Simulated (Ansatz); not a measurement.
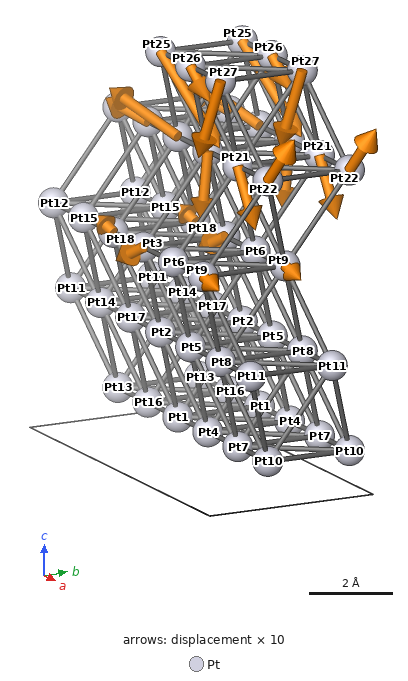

A constrained relaxation of a slab of composition Pt (cut from the Fm-3m phase). The starting structure is drawn; orange arrows show the displacements, 10 times their true length.

The picture is a ball-and-stick view of the 1 × 2 repeat of the cell, outlined in the plane, without the vacuum (origin shifted), seen slightly off an axis.

Case: stripe over 3 of 6 cells, two steps. 12 atoms are held fixed.

Computed with DFT PBE, scalar-relativistic, plane waves, PAW in Ansatz.

Input file:
```yaml
crystal:
  lattice:
    - [16.8437670129, 0.0, 0.0]
    - [-1.4036472511, 2.4311883548, 0.0]
    - [0.0, 0.0, 21.1685854506]
  atoms:
    - { symbol: Pt, position: [0.0, 0.0, 0.0708597182] }
    - { symbol: Pt, position: [0.0555555556, 0.6666666667, 0.1791402818] }
    - { symbol: Pt, position: [0.1111111111, 0.3333333333, 0.2874208454] }
    - { symbol: Pt, position: [0.1666666667, 1.0, 0.0708597182] }
    - { symbol: Pt, position: [0.2222222222, 0.6666666667, 0.1791402818] }
    - { symbol: Pt, position: [0.2777777778, 0.3333333333, 0.2874208454] }
    - { symbol: Pt, position: [0.3333333333, 1.0, 0.0708597182] }
    - { symbol: Pt, position: [0.3888888889, 0.6666666667, 0.1791402818] }
    - { symbol: Pt, position: [0.4444444444, 0.3333333333, 0.2874208454] }
    - { symbol: Pt, position: [0.5, 0.0, 0.0708597182] }
    - { symbol: Pt, position: [0.5555555556, 0.6666666667, 0.1791402818] }
    - { symbol: Pt, position: [0.6111111111, 0.3333333333, 0.2874208454] }
    - { symbol: Pt, position: [0.6666666667, 1.0, 0.0708597182] }
    - { symbol: Pt, position: [0.7222222222, 0.6666666667, 0.1791402818] }
    - { symbol: Pt, position: [0.7777777778, 0.3333333333, 0.2874208454] }
    - { symbol: Pt, position: [0.8333333333, 0.0, 0.0708597182] }
    - { symbol: Pt, position: [0.8888888889, 0.6666666667, 0.1791402818] }
    - { symbol: Pt, position: [0.9444444444, 0.3333333333, 0.2874208454] }
    - { symbol: Pt, position: [0.0, 0.0, 0.3957014089] }
    - { symbol: Pt, position: [0.1666666667, 0.0, 0.3957014089] }
    - { symbol: Pt, position: [0.3333333333, 0.0, 0.3957014089] }
    - { symbol: Pt, position: [0.5, 0.0, 0.3957014089] }
    - { symbol: Pt, position: [0.6666666667, 0.0, 0.3957014089] }
    - { symbol: Pt, position: [0.8333333333, 0.0, 0.3957014089] }
    - { symbol: Pt, position: [0.0555555556, 0.6666666667, 0.5039819725] }
    - { symbol: Pt, position: [0.2222222222, 0.6666666667, 0.5039819725] }
    - { symbol: Pt, position: [0.3888888889, 0.6666666667, 0.5039819725] }
basis:
  ecutwfc: 420
kpoints:
  mp_grid: { grid: [2, 12, 1] }
hamiltonian:
  xc: pbe
scf:
  occupations: { method: gaussian, width: 0.1 }
output:
  forces: true
  eigenvalues: true
  populations: true
  write_density: true
  write_potential: true
  elf: true
  volumetric_format: npy
relax:
  adjacent_minimum: "off"
  f_tol: 0.02
  max_steps: 45
  constraints: [{ sites: [0, 1, 3, 4, 6, 7, 9, 10, 12, 13, 15, 16] }]
efield:
  axis: 3
  dipole_correction: true
  ramp_width: 0.04
```

Command:
```bash
ansatz run input.yaml --threads 4 --pin off --max-ram 11264MiB --backend cpu --events-out ev --progress --plain --runs-dir out
```

Q: What did the optimiser do to the structure, and how much energy did it gain?

A: The energy falls by 0.482 eV per cell of the calculation in 5 geometry steps. Largest force component: 0.75 eV/Å at the start, 0.0096 eV/Å at the end. The largest move is that of Pt25, 0.30 Å at 43° to the normal (−c side). The lattice vectors keep their values. Near-neighbour distances that change, for instance: Pt19–Pt20 2.807 → 3.008 Å, Pt3–Pt19 2.807 → 3.003 Å, Pt20–Pt25 2.807 → 2.647 Å, Pt22–Pt27 2.807 → 2.673 Å. The run took 14 min on 4 threads of Arm Neoverse V1, on a shared host, peak memory 5.3 GiB.
